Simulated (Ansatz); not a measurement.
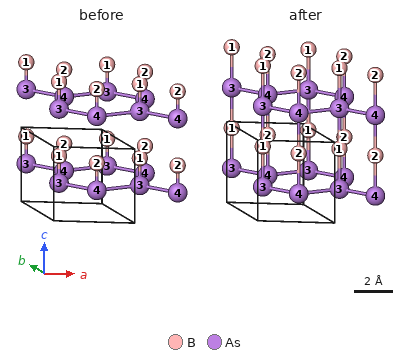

The structure of crystalline BAs (a generated structure, set up in P6mm) (coarse preliminary run) before (left) and after (right) a relaxation, at one scale.

The picture is a ball-and-stick view of the cell of the calculation, repeated 2 × 2 × 2 with one cell outlined, seen slightly off an axis.

Theory: DFT PBE, scalar-relativistic, plane waves, PAW (Ansatz).

Input file:
```yaml
crystal:
  lattice:
    - [4.37628138, 0.0, 0.0]
    - [-2.18814069, 3.78997085, 0.0]
    - [0.0, 0.0, 4.13308955]
  atoms:
    - { symbol: B, position: [0.33333333, 0.66666667, 0.71111296] }
    - { symbol: B, position: [0.66666667, 0.33333333, 0.71111296] }
    - { symbol: As, position: [0.33333333, 0.66666667, 0.34448706] }
    - { symbol: As, position: [0.66666667, 0.33333333, 0.34448706] }
basis:
  ecutwfc: 420
kpoints:
  mp_grid: { grid: [6, 6, 4] }
hamiltonian:
  xc: pbe
scf:
  occupations: { method: gaussian, width: 0.1 }
  lower_state_search: "off"
output:
  forces: true
  stress: true
  eigenvalues: true
relax:
  adjacent_minimum: "off"
  f_tol: 0.04
  max_steps: 70
  cell: { stress_tol: 0.4 }
```

Launched with:
```bash
ansatz run input.yaml --threads 1 --pin off --max-ram 2560MiB --backend cpu --events-out ev --progress --plain --runs-dir out
```

Question: What changed between the two?

Answer: The energy falls by 2074 meV per atom in 7 accepted moves (8 points after the start). Largest force component: 20 eV/Å at the start, 0.0002 eV/Å at the end. The pressure goes from 48.43 to −0.06 GPa. The SCF was repeated once at an unchanged geometry on a basis and grid sized afresh for the cell, which shifted the energy by 0.4 meV per atom at most. The largest moves relative to the cell, 0.30 Å, are those of B1, B2, As3 and As4. B1 goes along +c. By element the largest moves are B 0.30 Å, As 0.30 Å. Cell: a = b 4.376 → 4.153 Å (−5.1 %), c 4.133 → 4.499 Å (+8.8 %). Volume −2.0 %. Near-neighbour distances that change, for instance: B1–As3 1.515 → 2.249 Å, B1–As3 (another image) 2.618 → 2.249 Å, As3–As4 2.527 → 2.398 Å. The space group (tolerance 0.01 Å) goes from P6mm (No. 183) to P6/mmm (No. 191). The run took 120 s on 1 thread of Intel(R) Xeon(R) Processor @ 2.50GHz (Skylake/Cascade Lake) (shared host), peak memory 0.38 GiB.

Limits of the set-up: the k-point mesh is coarse for a cell with partly filled bands.
